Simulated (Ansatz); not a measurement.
## Geometry relaxation of PtSe2 (part 3 of 3)

Continued. System: PtSe2 (slab, 3 atoms in the cell). Method: DFT, HSE06, plane waves, PAW, no spin polarisation (Ansatz 0.2.0); cutoff 420 eV, 6×6×1 k-mesh, Fermi–Dirac smearing of 0.02 eV. The geometry comes from this level: r2SCAN.

Geometry of the input (Å; fractional positions):
```
3.7028  0.0000  0.0000
-1.8514  3.2067  0.0000
0.0000  0.0000  30.0621
Pt 0.0000  0.0000  0.2994
Se 0.3333  0.6667  0.3432
Se 0.6667  0.3333  0.2555
```

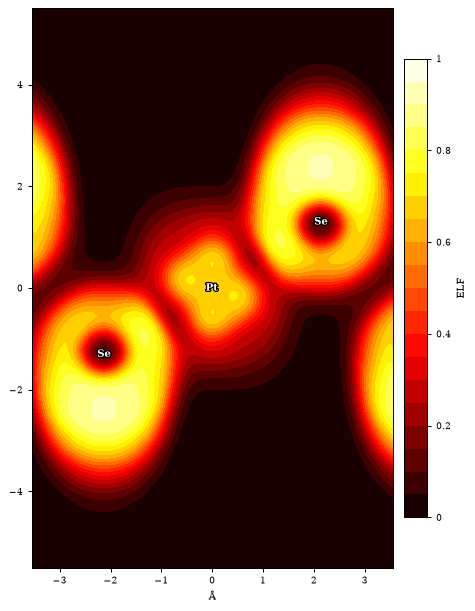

ELF on the (110) plane of the calculation cell, a cut from vacuum to vacuum. The plane passes through Pt and Se nuclei. Pt–Se (2.50 Å): the ELF is about 0.55 at the midpoint. The strong features right at Pt lie inside the PAW spheres (semicore, d or f shells) and say nothing about bonding.

## Key numbers

- outcome: converged
- electrons treated: 50
- free energy: −23467.6089 eV
- Fermi energy: −5.023 eV
- gap on the k-point mesh: 2.27 eV
- final volume: 355.27 Å³
- largest force (length of the vector) at the end: 0.001 eV/Å
- hardware: 4 threads of Arm Neoverse V1, 24 GiB of memory available, shared host
- wall time: 5.4 min (CPU time 21 min)
- peak memory: 4.8 GiB

## Notes

Spin–orbit coupling is left out, which matters for Pt.
